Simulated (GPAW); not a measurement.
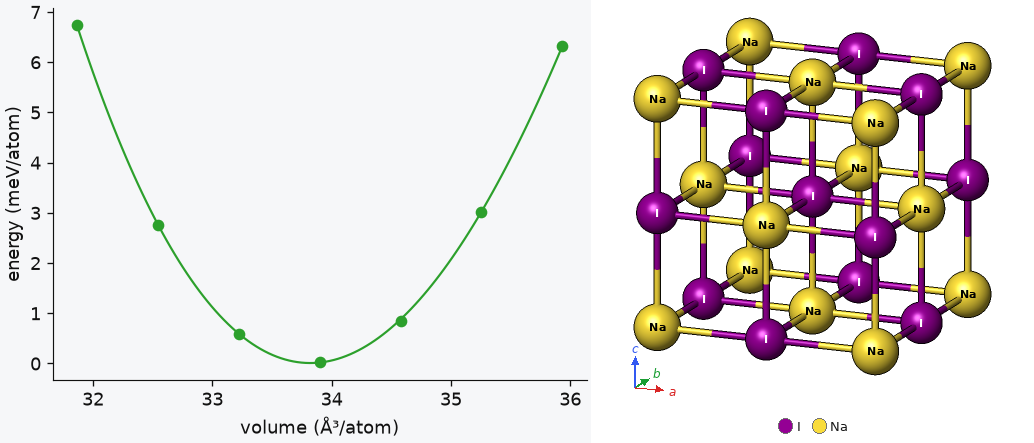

Plotted: energy against volume for NaI, space group Fm-3m (No. 225). The conventional cell is drawn beside the plot.

Structure:
```
CELL_PARAMETERS angstrom
0.00000 3.23640 3.23640
3.23640 0.00000 3.23640
3.23640 3.23640 0.00000
ATOMIC_POSITIONS crystal
I 0.50000 0.50000 0.50000
Na 0.00000 0.00000 0.00000
```

How it was computed, with GPAW 26.7.0: PAW DFT in plane waves, on a grid or in atomic orbitals, no spin polarisation; energies at scaled volumes of the given cell, shape and fractions fixed, counted from the fit's minimum, third-order Birch-Murnaghan fit. Level: r2SCAN.

k mesh 7×7×7; occupations Fermi–Dirac; smearing width 0.05 eV; potentials GPAW PAW data sets (gpaw data 1.2.1); wave cutoff 800 eV; program settings basis pw.

From this curve and the settings, what does the calculation give for the pressure at the same points?

The pressure falls from 1.17 GPa at volume 31.86 Å³/atom to −0.91 GPa at 35.93 Å³/atom, and changes sign near 33.80 Å³/atom.

```json
{"volume (Å³/atom)": "31.86", "pressure (GPa)": "1.17"}
{"volume (Å³/atom)": "32.54", "pressure (GPa)": "0.72"}
{"volume (Å³/atom)": "33.22", "pressure (GPa)": "0.31"}
{"volume (Å³/atom)": "33.90", "pressure (GPa)": "-0.05"}
{"volume (Å³/atom)": "34.58", "pressure (GPa)": "-0.37"}
{"volume (Å³/atom)": "35.25", "pressure (GPa)": "-0.65"}
{"volume (Å³/atom)": "35.93", "pressure (GPa)": "-0.91"}
```
